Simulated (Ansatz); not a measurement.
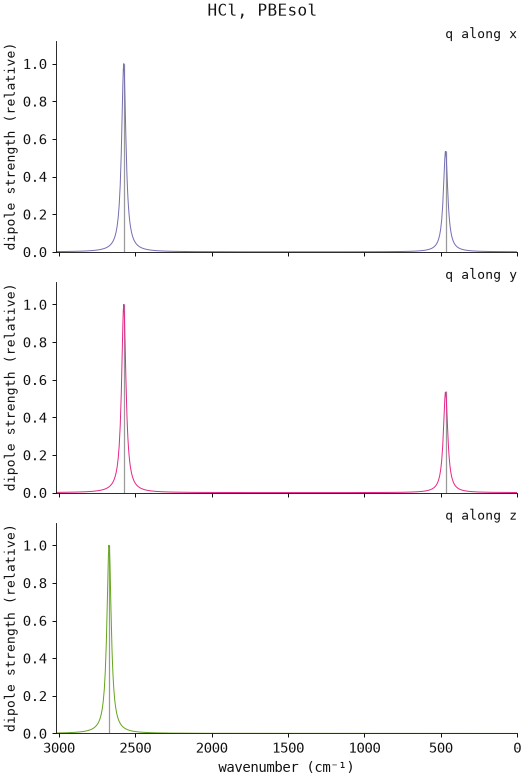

The picture above shows the polar optical modes, transverse and longitudinal, for each direction of approach to the zone centre for HCl, space group I4mm (No. 107). Lines are broadened by Lorentzians of 35 cm⁻¹ full width; each panel is scaled to its strongest line. Modes with imaginary frequency are left out of the spectrum.

The given structure:
```yaml
crystal:
  lattice:
    - [-1.49286, 1.49286, 2.12671]
    - [1.49286, -1.49286, 2.12671]
    - [1.49286, 1.49286, -2.12671]
  atoms:
    - { symbol: H, position: [0.68031, 0.68031, 0.00000] }
    - { symbol: Cl, position: [0.98769, 0.98769, 0.00000] }
```

Computed with Ansatz 0.2.0: optical phonons of an insulator on the approach to the zone centre along x, y and z with the field of polar modes, imaginary frequencies are negative, field response on a mesh refined by the program; plane waves with PAW datasets. Level: PBEsol, no spin polarisation.

```tsv
setting	value
wave cutoff	420 eV
k mesh	8×8×8
occupations	fixed
pressure	32 GPa
```

Where do the polar lines stronger than 2 % of the strongest lie for each direction?

Along x the polar lines lie at 469.0, 2575.6 cm⁻¹; along y the polar lines lie at 469.0, 2575.6 cm⁻¹; along z the polar lines lie at 2671.9 cm⁻¹.

Note: coarse k mesh; field response not converged on the k mesh.
